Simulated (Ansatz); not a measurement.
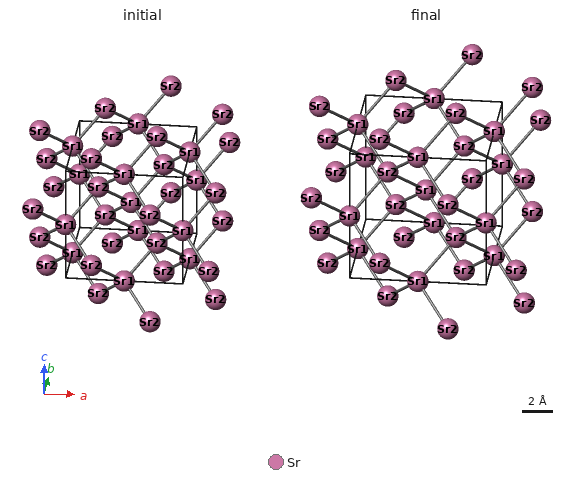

The structure of a crystal of Sr (built on the diamond_227 type) before (left) and after (right) a relaxation, at one scale.

The picture is a ball-and-stick view of the conventional cell (4 times the calculation's cell), seen from a free direction. Lengths and directions refer to the drawn axes.

Case: diamond type (Fd-3m, No. 227).

Method: DFT PBEsol, scalar-relativistic, plane waves, PAW (Ansatz). (plane-wave cutoff 420 eV; k-point mesh 12 × 12 × 12; occupations gaussian; smearing width 0.1 eV; no spin polarisation; cell and atoms relaxed; force threshold 0.01 eV/Å; at most 80 steps)

Summarise the run.

Answer. No atom moves by more than 0.005 Å relative to the cell. Cell: a = b = c 8.053 → 9.376 Å (+16.4 %). Volume +57.8 %. Near-neighbour distances that change, for instance: Sr1–Sr2 3.487 → 4.060 Å. The space group stays Fd-3m (No. 227). After 5 accepted moves (6 points after the start) the energy has fallen by 172 meV per atom. All forces vanish by symmetry, so only the cell relaxes. Pressure: 1.49 GPa at the start and 0.02 GPa at the end. At 1 point the geometry stayed and the basis and grid were re-selected for the new cell (energy shift of 1.4 meV per atom at most each time). The run took of the order of 27 core-seconds on a shared host.
